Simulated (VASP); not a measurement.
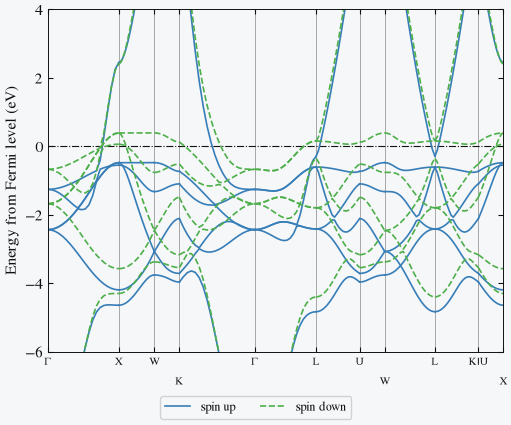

Band structure. Energies are counted from the Fermi level.

Question: Which system does the plot belong to?
A. CsCl-type NaCl, space group Pm-3m (No. 221), 2 atoms in the cell (cubic a = 3.502 Å); HSE03
B. zincblende GaP, space group F-43m (No. 216), 2 atoms in the primitive cell (cubic a = 5.437 Å); PBEsol
C. fcc Ni, space group Fm-3m, 1 atom in the primitive cell (cubic a = 3.518 Å); PBE

Answer: C. A metal: bands cross the Fermi level along this path. At W the nearest levels lie 0.48 eV below and 0.39 eV above the Fermi level. A face-centred cubic lattice: the path Γ–X–W–K–Γ–L–U–W–L–K|U–X runs through the special points of its Brillouin zone.

Computed with VASP: PBE, VASP PAW PBE potentials, release 64 (Ni), collinear spin, ferromagnetic start, no spin-orbit coupling, 20×20×20 k mesh, 520 eV cutoff, Gaussian smearing of 0.1 eV.

The run ends ferromagnetic, with 0.63 μB a cell. The cell was derived from a database entry in an earlier step, so it needn't be the measured one.
